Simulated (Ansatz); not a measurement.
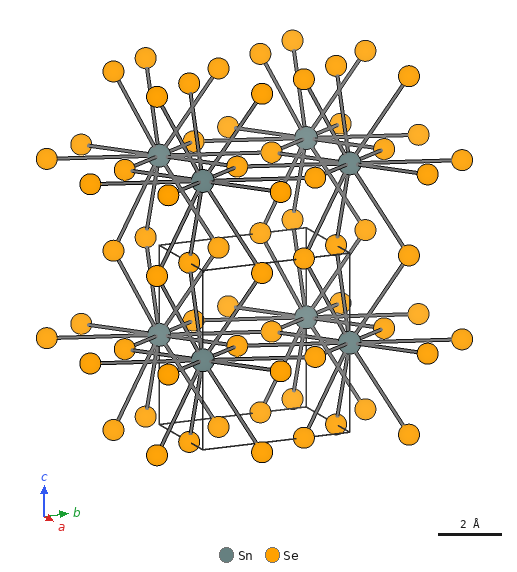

This is the input geometry for a relaxation of a crystal of SnSe$_{5}$ (a generated structure, set up in P-62m) (coarse preliminary run). A ball-and-stick model of the cell of the calculation, repeated 1 × 1 × 2 with one cell outlined, seen slightly off an axis.

Method: Ansatz 0.2.0, DFT PBE, scalar-relativistic, plane waves, PAW.

Input
```yaml
crystal:
  lattice:
    - [6.39903584, 0.0, 0.0]
    - [-3.19951792, 5.5417276, 0.0]
    - [0.0, 0.0, 5.79693592]
  atoms:
    - { symbol: Sn, position: [0.0, 0.0, 0.5] }
    - { symbol: Se, position: [0.33333333, 0.66666667, 0.5] }
    - { symbol: Se, position: [0.0, 0.68848425, 0.0] }
    - { symbol: Se, position: [0.68848425, 0.0, 0.0] }
    - { symbol: Se, position: [0.31151575, 0.31151575, 0.0] }
    - { symbol: Se, position: [0.66666667, 0.33333333, 0.5] }
basis:
  ecutwfc: 420
kpoints:
  mp_grid: { grid: [3, 3, 4] }
hamiltonian:
  xc: pbe
scf:
  occupations: { method: gaussian, width: 0.1 }
  lower_state_search: "off"
output:
  forces: true
  stress: true
  eigenvalues: true
relax:
  adjacent_minimum: "off"
  f_tol: 0.04
  max_steps: 70
  cell: { stress_tol: 0.4 }
```

Command:
```bash
ansatz run input.yaml --threads 1 --pin off --max-ram 2560MiB --backend cpu --events-out ev --progress --plain --runs-dir out
```

Predict the outcome.

Over 12 accepted moves (15 points after the start) the energy falls by 751 meV per atom. The largest force component goes from 0.66 to 0.037 eV/Å. The pressure goes from −9.04 to −0.23 GPa. The line search rejected the trial steps at points 8, 12 of the run. The SCF was repeated once at an unchanged geometry on a basis and grid sized afresh for the cell, which shifted the energy by 0.3 meV per atom at most. The largest moves relative to the cell, 0.21 Å, are those of Se3, Se4 and Se5. Se5 goes along [1 1 0]. Sn stays in place. Cell: a = b 6.399 → 6.672 Å (+4.3 %), c 5.797 → 3.778 Å (−34.8 %). Volume −29.2 %. Some distances before and after: Se2–Se3 3.643 → 2.895 Å, Sn1–Se3 3.518 → 2.965 Å, Sn1–Se2 3.694 → 3.852 Å. The space group stays P-62m (No. 189).

The structure at the end:

```
Sn Se
1.0
     6.67182    0.00000    0.00000
    -3.33591    5.77797    0.00000
     0.00000    0.00000    3.77774
Sn Se
1 5
Direct
  0.00000 0.00000 0.50000
  0.33333 0.66667 0.50000
  0.00000 0.65749 0.00000
  0.65749 0.00000 0.00000
  0.34251 0.34251 0.00000
  0.66667 0.33333 0.50000
```

The end point in the same view:

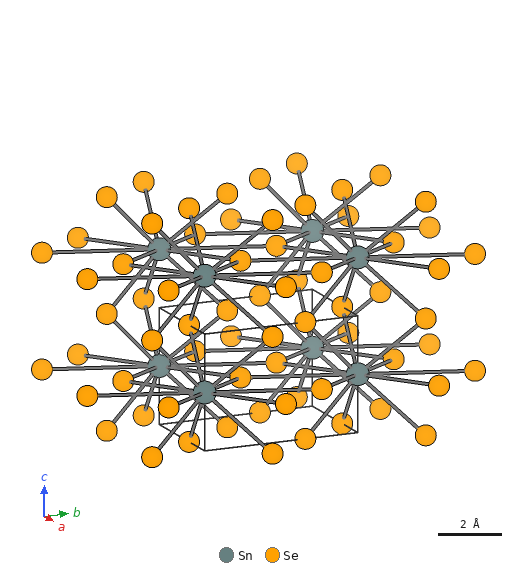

Limits of the set-up: layers or molecules are held without a dispersion correction, so their spacing is unreliable.
